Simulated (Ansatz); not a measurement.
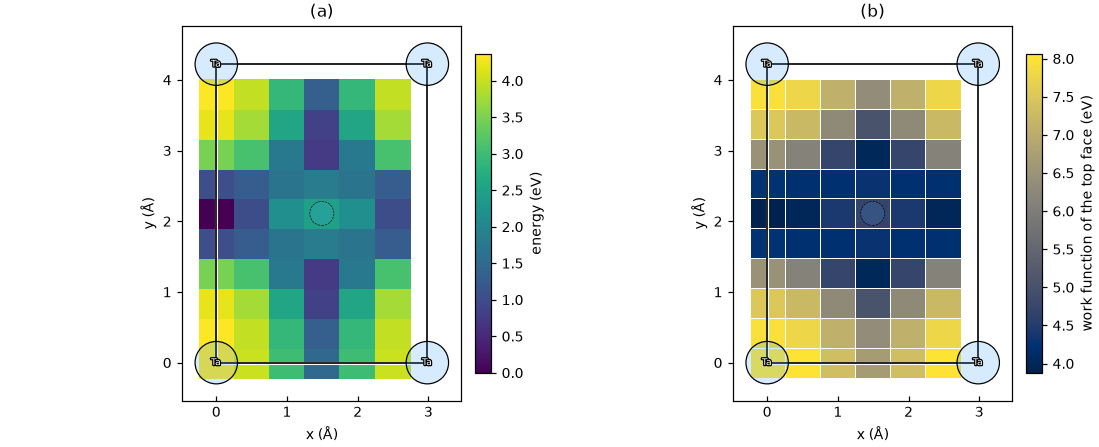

N on a Ta(110) slab cut from the Fm-3m phase, its upper half relaxed before the scan (4 atoms of substrate and one adsorbate in a 1 × 1 cell). 
- N is moved over the surface cell; relaxed at each place: the height of the adsorbate's atoms; substrate rigid; the origin of the map has the adsorbate above Ta4.
- Places are given modulo a cell vector. The map is drawn in real space over the plane of the surface.
- Grid: 6 × 10 points; 24 points were computed and 36 follow by symmetry.
- All energies are given in eV relative to the lowest grid point.
- The relaxed height changes by up to 0.8 Å between neighbouring points. With one adsorbate in each 1 × 1 cell, its nearest image is 3.0 Å away, so neighbouring adsorbates interact.
- Computed with DFT PBE, scalar-relativistic, plane waves, PAW (Ansatz 0.2.0). Settings: cutoff 420 eV, k-mesh 9×6×1, gaussian smearing 0.1 eV, no spin polarisation.

Panel (a) is the energy; panel (b) is the computed work function of the top face, in eV.

In the figure: one coloured cell a grid point, labelled circles for the atoms of the top layer and small ones for the second layer, the outline of one cell of the plane.

### How does the work function of the top face vary over the map, and what is it at the lowest grid point?

It runs from 3.88 eV at the trough between two rows of top atoms, (0/6, 5/10) of the cell vectors to 8.06 eV at the top site over a surface Ta atom, (0/6, 0/10) of the cell vectors. At the lowest grid point, the trough between two rows of top atoms, (0/6, 5/10) of the cell vectors, it is 3.88 eV.

PAW datasets: the set soft_1.
